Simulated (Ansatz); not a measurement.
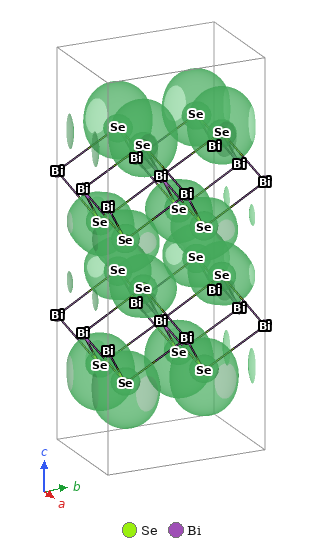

The picture shows: BiSe2 (slab). Isosurface of the electron localisation function at 0.65 (green), seen slightly off an axis. Only the valence region is drawn (cores and ρ < 0.01 e/Å³ removed). Sticks mark near contacts.

Method: DFT r2SCAN, scalar-relativistic, plane waves, PAW (Ansatz).

Core electrons are frozen (PAW), and the valence fields are smoothed inside the atomic spheres.

> Where are the electrons localised?

The surface consists of four regions wrapped around Se (the valence shell of each), counted in one cell of 6 atoms. Counts are for one cell; the picture repeats the cell along the surface. Along the contacts the grid gives the following. Bi–Se (2.91 Å): the ELF is about 0.50 at the midpoint and 0.35 at its lowest between the atoms.
